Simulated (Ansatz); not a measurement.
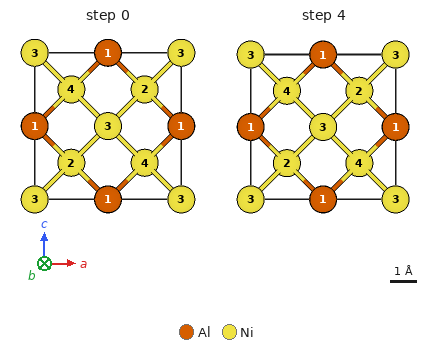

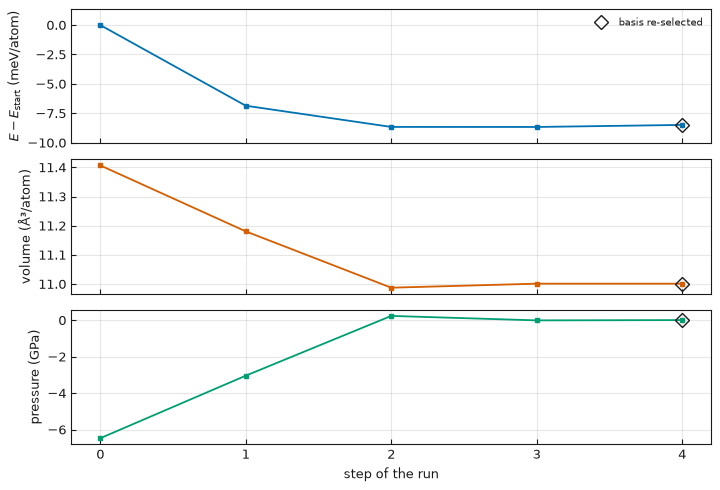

First and last geometry of a relaxation of a crystal of AlNi3 (set up in Fm-3m), with the history of the run. The picture is a ball-and-stick view of the conventional cell (4 times the calculation's cell), seen along the b axis. Lengths and directions refer to the drawn axes.

Case: relaxed again under DFT PBE+D3(BJ), scalar-relativistic, plane waves, PAW.

Computed with DFT PBE+D3(BJ), scalar-relativistic, plane waves, PAW in Ansatz 0.2.0. Settings: plane-wave cutoff 420 eV; k-point mesh 14 × 14 × 14; occupations gaussian; smearing width 0.1 eV; no spin polarisation; cell and atoms relaxed; force threshold 0.005 eV/Å; at most 50 steps.

Question: Read the history and describe the run.

Answer: It converged. The atoms keep their places relative to the cell (all moves are under 0.005 Å). Cell: a = b = c 5.672 → 5.604 Å (−1.2 %). Volume −3.6 %. Some distances before and after: Ni2–Ni3 2.456 → 2.427 Å, Al1–Ni2 2.456 → 2.427 Å. The space group stays Fm-3m (No. 225). The energy falls by 8.5 meV per atom in 3 accepted moves (4 points after the start). All forces vanish by symmetry, so only the cell relaxes. The pressure goes from −6.47 to 0.01 GPa. At 1 point the geometry stayed and the basis and grid were re-selected for the new cell (energy shift of 0.2 meV per atom at most each time). The run took of the order of 22 core-seconds on a shared host.
